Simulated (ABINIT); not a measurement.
Geometry relaxation, with input and output: Ag (part 1 of 3)

Ag (P6₃/mmc, 2 atoms in the cell), computed with Kohn-Sham DFT of a periodic cell, PBE, JTH PAW PBE v2.0, no spin polarisation (ABINIT 10.8.3).

The structure derives from an entry of the Crystallography Open Database.

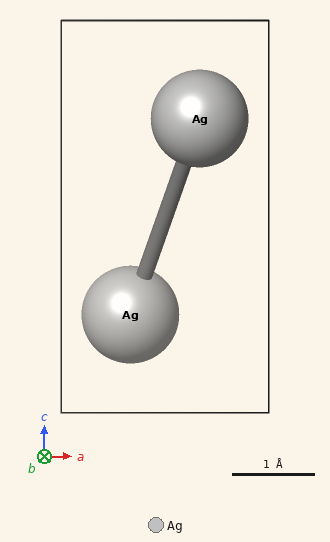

The starting structure (ball-and-stick view of the cell of the calculation, along the b axis). Near neighbours in the crystal (not all of them lie inside the picture): Ag has 12 Ag at 2.93 Å.

### Input
```
pp_dirpath "./"
pseudos "Ag.GGA_PBE-JTH.xml"

acell 3*1.0 Angstrom
rprim
     2.9300000000     0.0000000000     0.0000000000
    -1.4650000000     2.5374544331     0.0000000000
     0.0000000000     0.0000000000     4.7900000000
ntypat 1
znucl 47
natom 2
typat 1 1
chkprim 0
chksymtnons 0
tolsym 1.0e-6
xred
            2/3            1/3            3/4
            1/3            2/3            1/4

ecut 17.0
pawecutdg 34.0
pawxcdev 0
ecutsm 0.5

kptopt 1
ngkpt 8 8 4
nshiftk 1
shiftk 0.0 0.0 0.0

ixc 11

nband 15
occopt 3
tsmear 0.05 eV

nstep 80
tolvrs 1.0e-10

iomode 3
prteig 0
prtebands 0
prtwf 0
prtden 0

ionmov 2
optcell 2
ntime 50
tolmxf 2.0e-5
dilatmx 1.08
```

Command:
```bash
abinit run.abi > log 2>&1
```

### Log
```
.Version 10.8.3 of ABINIT
 Symmetries : space group P6_3/m m c (#194); Bravais hP (primitive hexag.)
================================================================================
 Values of the parameters that define the memory need of the present run
     intxc =       0    ionmov =       2      iscf =      17    lmnmax =      18
     lnmax =       6     mgfft =      40  mpssoang =       3    mqgrid =    3001
     natom =       2  nloc_mem =       2    nspden =       1   nspinor =       1
    nsppol =       1      nsym =      24    n1xccc =       1    ntypat =       1
    occopt =       3   xclevel =       2
       mpw =        1028          nfft =       23040          nkpt =          30
 PAW method is used; the additional fine FFT grid is defined by:
   mgfftf=        54    nfftf =     55296
================================================================================
================================================================================

--------------------------------------------------------------------------------
------------- Echo of variables that govern the present computation ------------
--------------------------------------------------------------------------------
 -outvars: echo values of preprocessed input variables --------
            acell      1.8897261259E+00  1.8897261259E+00  1.8897261259E+00 Bohr
              amu      1.07868200E+02
          chkprim           0
      chksymtnons           0
          dilatmx      1.08000000E+00
             ecut      1.70000000E+01 Hartree
           ecutsm      5.00000000E-01 Hartree
           ionmov           2
              ixc          11
         kptrlatt        8    0    0      0    8    0      0    0    4
          kptrlen      3.62071526E+01
            natom           2
            nband          15
            ngfft          24      24      40
          ngfftdg          32      32      54
             nkpt          30
            nstep          80
             nsym          24
            ntime          50
           ntypat           1
           occopt           3
          optcell           2
        pawecutdg      3.40000000E+01 Hartree
         pawxcdev           0
           prtden           0
        prtebands           0
           prteig           0
            prtwf           0
            rprim      2.9300000000E+00  0.0000000000E+00  0.0000000000E+00
                      -1.4650000000E+00  2.5374544331E+00  0.0000000000E+00
                       0.0000000000E+00  0.0000000000E+00  4.7900000000E+00
          spgroup         194
           tolmxf      2.00000000E-05
           tolsym      1.00000000E-06
           tolvrs      1.00000000E-10
           tsmear      1.83746611E-03 Hartree
            typat      1  1
           useylm           1
           xangst      1.4650000000E+00  8.4581814437E-01  3.5925000000E+00
                       5.7305306708E-17  1.6916362887E+00  1.1975000000E+00
            xcart      2.7684487745E+00  1.5983646452E+00  6.7888411073E+00
                       1.0829133524E-16  3.1967292904E+00  2.2629470358E+00
             xred      6.6666666667E-01  3.3333333333E-01  7.5000000000E-01
                       3.3333333333E-01  6.6666666667E-01  2.5000000000E-01
            znucl       47.00000

================================================================================

 chkinp: Checking input parameters for consistency.

================================================================================
== DATASET  1 ==================================================================

--- !DatasetInfo
iteration_state: {dtset: 1, }
dimensions: {natom: 2, nkpt: 30, mband: 15, nsppol: 1, nspinor: 1, nspden: 1, mpw: 1028, }
cutoff_energies: {ecut:  17.0, pawecutdg:  34.0, }
electrons: {nelect:   2.20000000E+01, charge:   0.00000000E+00, occopt:   3.00000000E+00, tsmear:   1.83746611E-03, }
meta: {optdriver: 0, ionmov: 2, optcell: 2, iscf: 17, paral_kgb: 0, }
...

 Exchange-correlation functional for the present dataset will be:
  GGA: Perdew-Burke-Ernzerhof functional - ixc=11
  J.P.Perdew, K.Burke, M.Ernzerhof, PRL 77, 3865 (1996)

 Real(R)+Recip(G) space primitive vectors, cartesian coordinates (Bohr,Bohr^-1):
 R(1)=  5.5368975  0.0000000  0.0000000  G(1)=  0.1806066  0.1042732  0.0000000
 R(2)= -2.7684488  4.7950939  0.0000000  G(2)=  0.0000000  0.2085465  0.0000000
 R(3)=  0.0000000  0.0000000  9.0517881  G(3)=  0.0000000  0.0000000  0.1104754
 Unit cell volume ucvol=  2.4032447E+02 bohr^3
 Angles (23,13,12)=  9.00000000E+01  9.00000000E+01  1.20000000E+02 degrees

 Coarse grid specifications (used for wave-functions):

 getcut: wavevector=  0.0000  0.0000  0.0000  ngfft=  24  24  40
         ecut(hartree)=     19.829   => boxcut(ratio)=   2.16238

 Fine grid specifications (used for densities):

 getcut: wavevector=  0.0000  0.0000  0.0000  ngfft=  32  32  54
         ecut(hartree)=     39.658   => boxcut(ratio)=   2.03871

--- Pseudopotential description ------------------------------------------------
- pspini: atom type   1  psp file is ./Ag.GGA_PBE-JTH.xml
 Pseudopotential format is: paw10
 basis_size (lnmax)=  6 (lmn_size= 18), orbitals=   0   0   1   1   2   2
 Spheres core radius: rc_sph= 2.51516130
 Shapefunction is BESSEL type: shapef(r,l)=aa(1,l)*jl(q(1,l)*r)+aa(2,l)*jl(q(2,l)*r)
 Radius for shape functions =  2.20290272
 Compensation charge density is not taken into account in XC energy/potential

   1.77930984E+03                                ecore*ucvol(ha*bohr**3)
--------------------------------------------------------------------------------

================================================================================

=== [ionmov= 2] Broyden-Fletcher-Goldfarb-Shanno method (forces)
================================================================================

--- Iteration: ( 1/50) Internal Cycle: (1/1)
--------------------------------------------------------------------------------

---SELF-CONSISTENT-FIELD CONVERGENCE--------------------------------------------

--- !BeginCycle
iteration_state: {dtset: 1, itime: 1, icycle: 1, }
solver: {iscf: 17, nstep: 80, nline: 4, wfoptalg: 10, }
tolerances: {tolvrs: 1.00E-10, }
...

     iter   Etot(hartree)      deltaE(h)  residm     nres2
 ETOT  1  -76.421030840571    -7.642E+01 2.807E-01 6.022E+00
 ETOT  2  -76.444573923154    -2.354E-02 1.655E-03 9.911E-01
 ETOT  3  -76.440228011835     4.346E-03 3.934E-04 1.869E-02
 ETOT  4  -76.440183551979     4.446E-05 1.078E-04 1.189E-03
 ETOT  5  -76.440178489833     5.062E-06 3.325E-05 1.107E-04
 ETOT  6  -76.440178248735     2.411E-07 1.682E-05 9.247E-07
 ETOT  7  -76.440178250194    -1.459E-09 1.189E-05 4.154E-08
 ETOT  8  -76.440178250187     6.565E-12 6.531E-06 1.909E-10
 ETOT  9  -76.440178250199    -1.221E-11 4.974E-06 2.435E-12

 At SCF step    9       nres2   =  2.44E-12 < tolvrs=  1.00E-10 =>converged.

 Cartesian components of stress tensor (hartree/bohr^3)
  sigma(1 1)= -4.63693910E-05  sigma(3 2)=  0.00000000E+00
  sigma(2 2)= -4.63693913E-05  sigma(3 1)=  0.00000000E+00
  sigma(3 3)=  1.25753933E-06  sigma(2 1)=  0.00000000E+00

--- !ResultsGS
iteration_state: {dtset: 1, itime: 1, icycle: 1, }
comment   : Summary of ground state results
lattice_vectors:
- [  5.5368975,   0.0000000,   0.0000000, ]
- [ -2.7684488,   4.7950939,   0.0000000, ]
- [  0.0000000,   0.0000000,   9.0517881, ]
lattice_lengths: [   5.53690,    5.53690,    9.05179, ]
lattice_angles: [ 90.000,  90.000, 120.000, ] # degrees, (23, 13, 12)
lattice_volume:   2.4032447E+02
convergence: {deltae: -1.221E-11, res2:  2.435E-12, residm:  4.974E-06, diffor: null, }
etotal    :  -7.64401783E+01
entropy   :   0.00000000E+00
fermie    :   1.22287525E-01
cartesian_stress_tensor: # hartree/bohr^3
- [ -4.63693910E-05,   0.00000000E+00,   0.00000000E+00, ]
- [  0.00000000E+00,  -4.63693913E-05,   0.00000000E+00, ]
- [  0.00000000E+00,   0.00000000E+00,   1.25753933E-06, ]
pressure_GPa:   8.9716E-01
xred      :
- [  6.6667E-01,   3.3333E-01,   7.5000E-01, Ag]
- [  3.3333E-01,   6.6667E-01,   2.5000E-01, Ag]
cartesian_forces: # hartree/bohr
- [ -0.00000000E+00,   1.12308341E-28,  -0.00000000E+00, ]
- [ -0.00000000E+00,  -1.12308341E-28,  -0.00000000E+00, ]
force_length_stats: {min:   1.12308341E-28, max:   1.12308341E-28, mean:   1.12308341E-28, }
...

 Integrated electronic density in atomic spheres:
 ------------------------------------------------
 Atom  Sphere_radius  Integrated_density
    1        2.51516          9.77408988
    2        2.51516          9.77408988

---OUTPUT-----------------------------------------------------------------------

 Cartesian coordinates (xcart) [bohr]
  2.76844877445490E+00  1.59836464517653E+00  6.78884110732371E+00
  1.08291335239056E-16  3.19672929035306E+00  2.26294703577457E+00
 Reduced coordinates (xred)
  6.66666666666667E-01  3.33333333333333E-01  7.50000000000000E-01
  3.33333333333333E-01  6.66666666666667E-01  2.50000000000000E-01
 Cartesian forces (fcart) [Ha/bohr]; max,rms= 1.12308E-28 6.48413E-29 (free atoms)
 -0.00000000000000E+00  1.12308340956703E-28 -0.00000000000000E+00
 -0.00000000000000E+00 -1.12308340956703E-28 -0.00000000000000E+00
 Gradient of E wrt nuclear positions in reduced coordinates (gred)
  0.00000000000000E+00 -5.38529044630877E-28 -0.00000000000000E+00
  0.00000000000000E+00  5.38529044630877E-28  0.00000000000000E+00
 Scale of Primitive Cell (acell) [bohr]
  1.88972612590778E+00  1.88972612590778E+00  1.88972612590778E+00
 Real space primitive translations (rprimd) [bohr]
  5.53689754890980E+00  0.00000000000000E+00  0.00000000000000E+00
 -2.76844877445490E+00  4.79509393552959E+00  0.00000000000000E+00
  0.00000000000000E+00  0.00000000000000E+00  9.05178814309828E+00
 Unitary Cell Volume (ucvol) [Bohr^3]=  2.40324467017626E+02
 Angles (23,13,12)= [degrees]
  9.00000000000000E+01  9.00000000000000E+01  1.19999999999887E+02
 Lengths [Bohr]
  5.53689754890980E+00  5.53689754892878E+00  9.05178814309828E+00
 Stress tensor in cartesian coordinates (strten) [Ha/bohr^3]
 -4.63693910181286E-05  0.00000000000000E+00  0.00000000000000E+00
  0.00000000000000E+00 -4.63693912992509E-05  0.00000000000000E+00
  0.00000000000000E+00  0.00000000000000E+00  1.25753933329434E-06
 Total energy (etotal) [Ha]= -7.64401782501992E+01

--- Iteration: ( 2/50) Internal Cycle: (1/1)
--------------------------------------------------------------------------------

---SELF-CONSISTENT-FIELD CONVERGENCE--------------------------------------------

--- !BeginCycle
iteration_state: {dtset: 1, itime: 2, icycle: 1, }
solver: {iscf: 17, nstep: 80, nline: 4, wfoptalg: 10, }
tolerances: {tolvrs: 1.00E-10, }
...

     iter   Etot(hartree)      deltaE(h)  residm     nres2
 ETOT  1  -76.440244324915    -7.644E+01 1.151E-05 1.450E-02
 ETOT  2  -76.440218977046     2.535E-05 4.921E-06 3.927E-03
 ETOT  3  -76.440206124939     1.285E-05 1.407E-05 1.255E-04
 ETOT  4  -76.440205836297     2.886E-07 1.791E-06 1.160E-05
 ETOT  5  -76.440205819615     1.668E-08 5.595E-06 2.937E-07
 ETOT  6  -76.440205820528    -9.123E-10 7.357E-07 1.906E-09
 ETOT  7  -76.440205820532    -4.704E-12 2.332E-06 2.734E-10
 ETOT  8  -76.440205820532    -2.842E-14 3.078E-07 2.338E-12

 At SCF step    8       nres2   =  2.34E-12 < tolvrs=  1.00E-10 =>converged.

 Cartesian components of stress tensor (hartree/bohr^3)
  sigma(1 1)= -3.59876700E-05  sigma(3 2)=  0.00000000E+00
  sigma(2 2)= -3.59876703E-05  sigma(3 1)=  0.00000000E+00
  sigma(3 3)=  6.75183434E-06  sigma(2 1)=  0.00000000E+00

--- !ResultsGS
iteration_state: {dtset: 1, itime: 2, icycle: 1, }
comment   : Summary of ground state results
lattice_vectors:
- [  5.5445998,   0.0000000,   0.0000000, ]
- [ -2.7722999,   4.8017643,   0.0000000, ]
- [  0.0000000,   0.0000000,   9.0514467, ]
lattice_lengths: [   5.54460,    5.54460,    9.05145, ]
lattice_angles: [ 90.000,  90.000, 120.000, ] # degrees, (23, 13, 12)
lattice_volume:   2.4098446E+02
convergence: {deltae: -2.842E-14, res2:  2.338E-12, residm:  3.078E-07, diffor: null, }
etotal    :  -7.64402058E+01
entropy   :   0.00000000E+00
fermie    :   1.21266585E-01
cartesian_stress_tensor: # hartree/bohr^3
- [ -3.59876700E-05,   0.00000000E+00,   0.00000000E+00, ]
- [  0.00000000E+00,  -3.59876703E-05,   0.00000000E+00, ]
- [  0.00000000E+00,   0.00000000E+00,   6.75183434E-06, ]
pressure_GPa:   6.3965E-01
xred      :
- [  6.6667E-01,   3.3333E-01,   7.5000E-01, Ag]
- [  3.3333E-01,   6.6667E-01,   2.5000E-01, Ag]
cartesian_forces: # hartree/bohr
- [ -5.31161996E-30,  -1.53333261E-29,  -0.00000000E+00, ]
- [  5.31161996E-30,   1.53333261E-29,  -0.00000000E+00, ]
force_length_stats: {min:   1.62272670E-29, max:   1.62272670E-29, mean:   1.62272670E-29, }
...

 Integrated electronic density in atomic spheres:
 ------------------------------------------------
 Atom  Sphere_radius  Integrated_density
    1        2.51516          9.77405895
    2        2.51516          9.77405895

---OUTPUT-----------------------------------------------------------------------

 Cartesian coordinates (xcart) [bohr]
  2.77229991297866E+00  1.60058810103992E+00  6.78858499028210E+00
  3.37063839093651E-17  3.20117620207984E+00  2.26286166342737E+00
 Reduced coordinates (xred)
  6.66666666666667E-01  3.33333333333333E-01  7.50000000000000E-01
  3.33333333333333E-01  6.66666666666667E-01  2.50000000000000E-01
 Cartesian forces (fcart) [Ha/bohr]; max,rms= 1.53333E-29 9.36882E-30 (free atoms)
 -5.31161996405505E-30 -1.53333260803308E-29 -0.00000000000000E+00
  5.31161996405505E-30  1.53333260803308E-29 -0.00000000000000E+00
 Gradient of E wrt nuclear positions in reduced coordinates (gred)
  2.94508071282511E-29  5.89016142565022E-29  0.00000000000000E+00
 -2.94508071282511E-29 -5.89016142565022E-29 -0.00000000000000E+00
 Scale of Primitive Cell (acell) [bohr]
  5.54459982595733E+00  5.54459982597633E+00  9.05144665370947E+00
 Real space primitive translations (rprimd) [bohr]
  5.54459982595733E+00  0.00000000000000E+00  0.00000000000000E+00
 -2.77229991297866E+00  4.80176430311977E+00  0.00000000000000E+00
  0.00000000000000E+00  0.00000000000000E+00  9.05144665370947E+00
 Unitary Cell Volume (ucvol) [Bohr^3]=  2.40984462258290E+02
 Angles (23,13,12)= [degrees]
  9.00000000000000E+01  9.00000000000000E+01  1.19999999999887E+02
 Lengths [Bohr]
  5.54459982595733E+00  5.54459982597633E+00  9.05144665370947E+00
 Stress tensor in cartesian coordinates (strten) [Ha/bohr^3]
 -3.59876699808671E-05  0.00000000000000E+00  0.00000000000000E+00
  0.00000000000000E+00 -3.59876702605531E-05  0.00000000000000E+00
  0.00000000000000E+00  0.00000000000000E+00  6.75183433879872E-06
 Total energy (etotal) [Ha]= -7.64402058205324E+01

 Difference of energy with previous step (new-old):
           Absolute (Ha)=-2.75703E-05
           Relative     =-3.60678E-07

--- Iteration: ( 3/50) Internal Cycle: (1/1)
--------------------------------------------------------------------------------

---SELF-CONSISTENT-FIELD CONVERGENCE--------------------------------------------

--- !BeginCycle
iteration_state: {dtset: 1, itime: 3, icycle: 1, }
solver: {iscf: 17, nstep: 80, nline: 4, wfoptalg: 10, }
tolerances: {tolvrs: 1.00E-10, }
...
```
